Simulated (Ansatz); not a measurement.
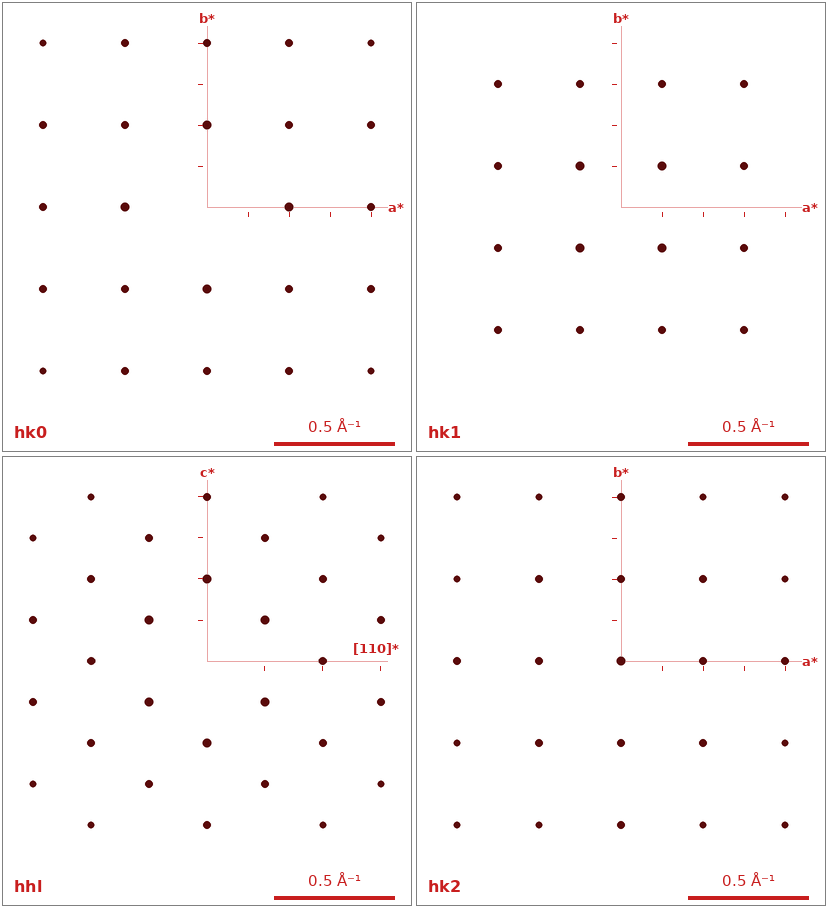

Four undistorted layers of reciprocal space, calculated for a single crystal (X-rays, kinematic |F|², B = 0.5 Å²). Tick marks count the reciprocal lattice steps of the conventional cell along each axis.

**What cell do the layers give?**

a* = 0.172, b* = 0.172, c* = 0.172 Å⁻¹; the cell is cubic with a = 5.81 Å.

**Which reflection conditions do the layers show?**

Reflections are present only under these conditions. hkl: h + k = 2n, h + l = 2n; hk0: h = 2n, k = 2n; hhl: h + l = 2n; h00: h = 2n. The lattice is face-centred (F).

**Which space groups fit?**

The intensities have Laue symmetry m-3m (the hk0 layer shows 4mm, hk1 shows 4mm). With these conditions the candidates are F432 (No. 209), F-43m (No. 216), Fm-3m (No. 225). Diffraction geometry alone does not choose among them; the structure has Fm-3m. The compound is Eu. Structure: the input geometry of an electronic-structure calculation (not necessarily at equilibrium); the starting structure was generated, so it need not be a known form of this composition.
